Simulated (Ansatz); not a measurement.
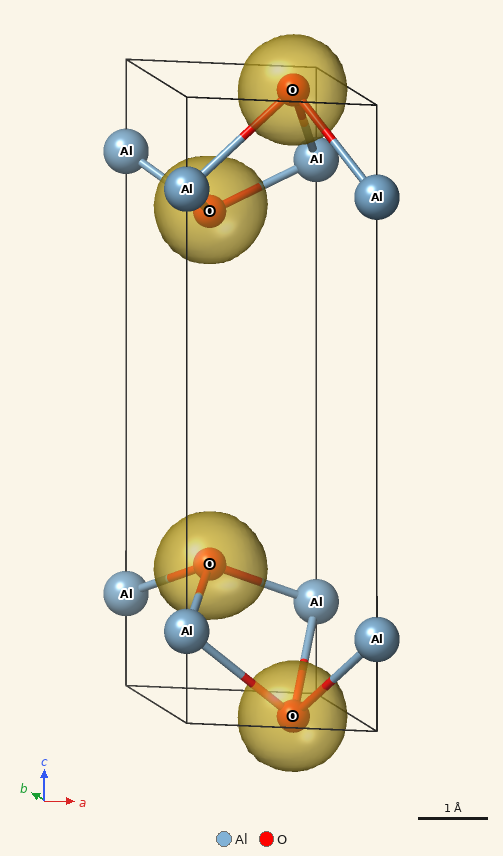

Al2O3. Isosurface of the valence pseudo-density at 0.8 e/Å³ (yellow), seen slightly off an axis. Sticks mark near contacts.

Space group P-6m2; a structure from a database of computed crystals, not necessarily the ambient phase.

All numbers below come from Kohn-Sham DFT of a periodic cell, LDA, Ansatz PAW (Ansatz).

> How is the density connected at this value?

At this value the density breaks into separate islands; it holds about 65 % of the electrons treated as valence. It bridges none of the near contacts. It is pinched off along the shortest Al–O (1.77 Å) contacts. On the grid the lowest density along these lines, outside the cores, is 0.62 e/Å³ (Al–O, 1.77 Å).

> Metal or insulator at this level of theory?

It is gapped, with a Kohn–Sham gap of 5.2 eV on the k-point mesh, an upper bound to the gap of this method.
